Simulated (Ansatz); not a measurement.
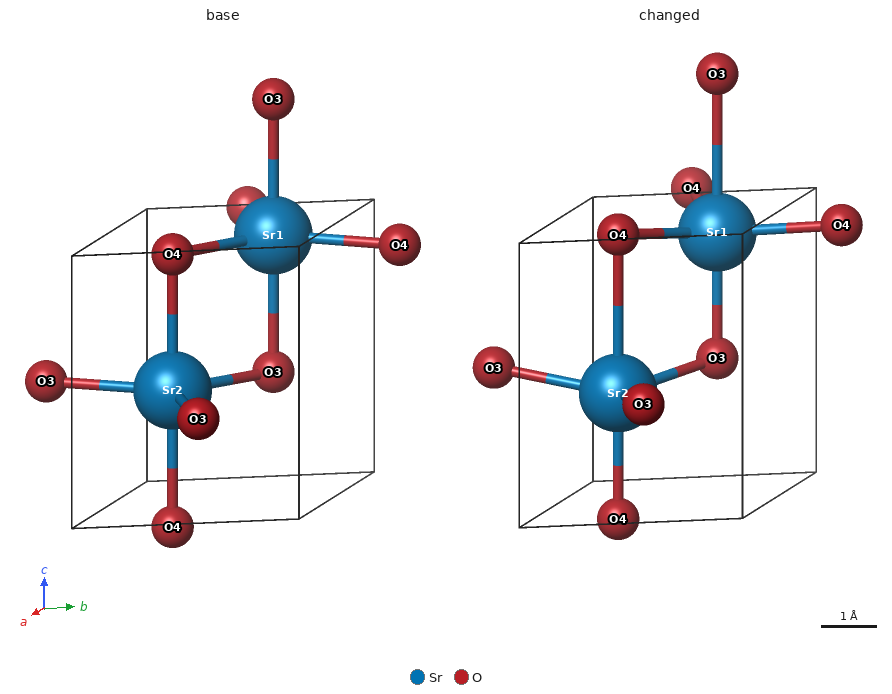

Left: a symmetric starting cell of SrO. Right: the same structure after one change, at the same scale. The picture is a ball-and-stick view of the cell of the calculation, seen slightly off an axis.

Method: DFT PBEsol, scalar-relativistic, plane waves, PAW in Ansatz 0.2.0. Settings: plane-wave cutoff 420 eV; k-point mesh 9 × 9 × 6; occupations gaussian; smearing width 0.02 eV; no spin polarisation.

Question: What distinguishes the right structure from the left one?

Answer: The cell is strained by +4.3 % along c and −1.7 % across it (volume +0.9 %) and atoms are displaced by 0.16 Å relative to the cell: O3 0.16 Å along +c, Sr1 0.16 Å along −c. No relaxation follows. The starting cell wasn't computed here and needn't be at equilibrium, so pressure and forces aren't due to the change alone.

Question: And its effect?

Answer: Near-neighbour distances before and after: O–Sr 2.571 → 2.996 Å, O–Sr 2.584 → 2.383 Å, O–Sr 2.468 → 2.447 Å. The space group stays P6_3mc (No. 186). The pressure is −1.0 GPa (not all of it need come from the change, since the unchanged cell can be under pressure at this level too). The principal stresses (compression positive) are −0.2 GPa along c and −1.4 GPa across it. The largest forces, 0.38 eV/Å, act on Sr1, Sr2, O3 and O4; on Sr1 it points along +c. The forces point straight back along the displacements (cosine −1.00).
